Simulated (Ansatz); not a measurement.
**BeS: 6 runs along one coordinate**

System: BeS (F-43m, 2 atoms in the cell).
Method: DFT PBE, scalar-relativistic, plane waves, PAW, no spin polarisation (Ansatz 0.2.0).

The 6 runs differ only in the geometry, by an even scaling of the cell at fixed fractional positions. The structure was made by a generator, so it may or may not be a known phase.

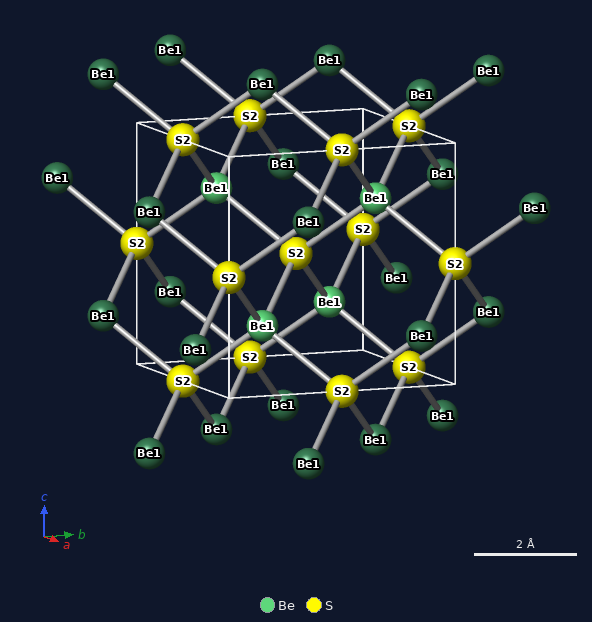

Figure 1. The structure of run 4 (ball-and-stick view of the cell 4 times as large as that of the calculation, set on its symmetry axes, seen slightly off an axis; neighbours outside the cell are drawn fainter; atoms are numbered from 1 in the order of the input).

## Input of run 4
```yaml
crystal:
  lattice:
    - [0.0, 2.4133786452, 2.4133786452]
    - [2.4133786452, 0.0, 2.4133786452]
    - [2.4133786452, 2.4133786452, 0.0]
  atoms:
    - { symbol: Be, position: [0.25, 0.25, 0.25] }
    - { symbol: S, position: [0.5, 0.5, 0.5] }
basis:
  ecutwfc: 420
kpoints:
  mp_grid: { grid: [8, 8, 8] }
hamiltonian:
  xc: pbe
scf:
  occupations: { method: gaussian, width: 0.02 }
output:
  forces: true
  stress: true
  eigenvalues: true
```

Command:
```bash
ansatz run input.yaml --threads 1 --pin off --max-ram 2560MiB --backend cpu --events-out ev --progress --plain --runs-dir out
```

Run 3 differs from it as follows:
```diff
-    - [0.0, 2.4133786452, 2.4133786452]
-    - [2.4133786452, 0.0, 2.4133786452]
-    - [2.4133786452, 2.4133786452, 0.0]
+    - [0.0, 2.388237456, 2.388237456]
+    - [2.388237456, 0.0, 2.388237456]
+    - [2.388237456, 2.388237456, 0.0]
```

## Results, with one run withheld

```tsv
run	volume per atom (Å³)	free energy per atom, from the lowest run given (meV)	pressure (GPa)	gap on the mesh (eV)
1	12.752	70.61	15.13	2.83
2	13.187	36.02	10.48	2.92
3	13.622	?	?	?
4	14.056	0.40	3.01	3.08
5	14.926	0.00	−2.59	3.21
6	15.940	32.42	−7.38	3.33
```

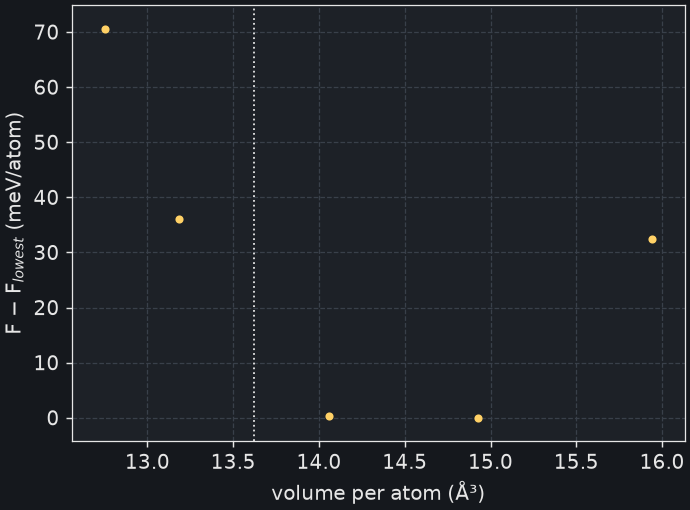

Figure 2. Free energy per atom of the runs given; the dotted line marks run 3.

Estimate the energy of run 3 from the others.

A cubic polynomial in V^(−2/3) (the Birch–Murnaghan form), fitted to the 5 runs given, misses them by at most 0.01 meV per atom. With x = V^(−2/3) − 0.17138 Å⁻², it reads F = −0.28527 + 2098.4 x + 3.3199e+05 x² − 2.2984e+05 x³ (meV per atom). At run 3 it gives 13.14 meV per atom, and the run itself gives 13.15. The slope of the fit gives a pressure −dF/dV of 6.47 GPa there, and the run prints 6.47 GPa. The fit has its minimum at 14.493 Å³ per atom, where V d²F/dV² gives 92.9 GPa: the bulk modulus at this level, since symmetry fixes the shape and the positions. The gap on the mesh goes, without turning, from 2.83 eV in run 1 to 3.33 eV in run 6; run 3 has 3.00 eV. These are gaps of this functional on this mesh, which can miss the band edges; they aren't the measured gap.

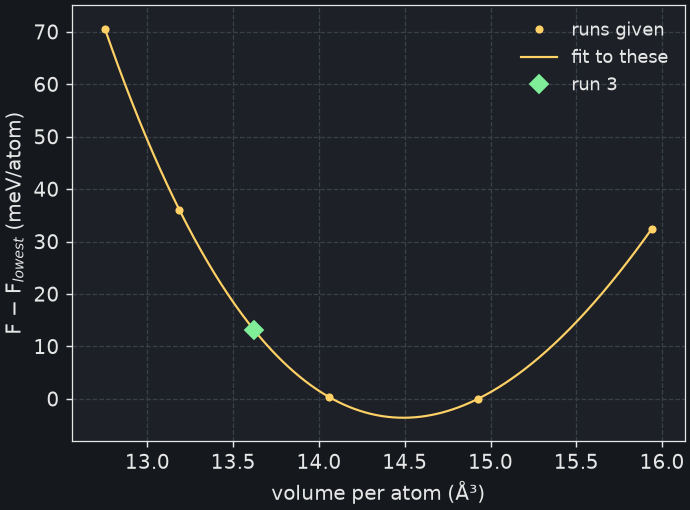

Figure 3. The fit and the withheld run.

## Output, shortened to warnings, some set-up lines, iterations and results (run 3)
```
Basis set: ecut = 420 eV, 531 PW (Γ), exchange–correlation on 48×48×48 points (8 copies of the dense FFT grid, shifted against one another)
Symmetry: 24 space group operations
k-points: 29 of 512 (time reversal used)
Initial density: superposition of atomic densities (neutral atoms: chi_scale 0, normalization atom), corrected by the library's trained network
[...]
SCF iter   1: F=—  HF=-996.932554 eV  |F-HF|=—  |Δ(HF+E_count)|=         —  Δρ=1.02e-3  dr2=3.10e-4  ethr=1.77e-3  ⟨swp⟩=5.4  Hψ=1931  notcnv=0
SCF iter   2: F=—  HF=-996.931906 eV  |F-HF|=—  |Δ(HF+E_count)|=   6.48e-4  Δρ=4.86e-4  dr2=5.95e-5  ethr=3.88e-6  ⟨swp⟩=2.2  Hψ=656  notcnv=0
SCF iter   3: F=—  HF=-996.931950 eV  |F-HF|=—  |Δ(HF+E_count)|=   4.36e-5  Δρ=1.72e-4  dr2=4.23e-6  ethr=7.44e-7  ⟨swp⟩=2.0  Hψ=319  notcnv=0
SCF iter   4: F=—  HF=-996.931981 eV  |F-HF|=—  |Δ(HF+E_count)|=   3.12e-5  Δρ=5.01e-5  dr2=4.82e-7  ethr=5.29e-8  ⟨swp⟩=2.6  Hψ=344  notcnv=0
SCF iter   5: F=-996.931983 eV  HF=-996.931983 eV  |F-HF|=4.67e-9  |Δ(HF+E_count)|=   1.93e-6  Δρ=3.95e-6  dr2=3.67e-9  ethr=6.03e-9  ⟨swp⟩=2.3  Hψ=345  notcnv=0
SCF iter   6: F=-996.931983 eV  HF=-996.931983 eV  |F-HF|=5.43e-11  |Δ(HF+E_count)|=   6.35e-9  Δρ=3.67e-7  dr2=2.08e-11  ethr=4.58e-11  ⟨swp⟩=1.1  Hψ=699  notcnv=0
SCF 1 converged in 6 iterations: F = -996.931983 eV  dr2 = 2.08e-11
SCF converged after 6 iterations
Free energy (F): -996.931983 eV
Harris-Foulkes:  -996.931983 eV  (|F-HF|=5.43e-11)
Internal energy: -996.931983 eV  (E = F + TS)
E sigma→0 (E₀):  -996.931983 eV
Fermi energy:    7.381201 eV
--- Per-component energies (eV) ---
  E_band       = 4.491243
  E_kinetic    = 129.848027
  E_local      = -110.537456  (includes V_loc(G=0)·N_el)
  E_nonlocal   = 32.987931
  E_hartree    = 34.122371
  E_xc         = -117.864867
  E_vxc        = -109.562042  (∫ρ·V_xc dr)
  E_paw        = -660.037021  (= ΣΔE_a)
  E_vpaw       = -6.489957  (= ΣTr[D̂ρ^β])
  E_aug_tail   = 0.000001  (compensation charges beyond the density's cutoff)
  E_ewald      = -305.450970
  E_smearing   = -0.000000  (= −TS)
  E_closure    = 0.000000  (closes the sum)
  Σ components = -996.931983   (vs F -996.931983, Δ=0.00e0)
--- Forces (eV/Å), atoms counted from 1 ---
  atom   1  Be     0.00000000    -0.00000000     0.00000000
  atom   2  S      0.00000000    -0.00000000     0.00000000
  max |Σ_I F_I| component: 4.81e-16 eV/Å
--- Stress (GPa, compression-positive) ---
        6.473447       0.000000      -0.000000
        0.000000       6.473447       0.000000
       -0.000000       0.000000       6.473447
  P = ⅓ Tr σ = 6.4734 GPa (64.734 kbar)
```
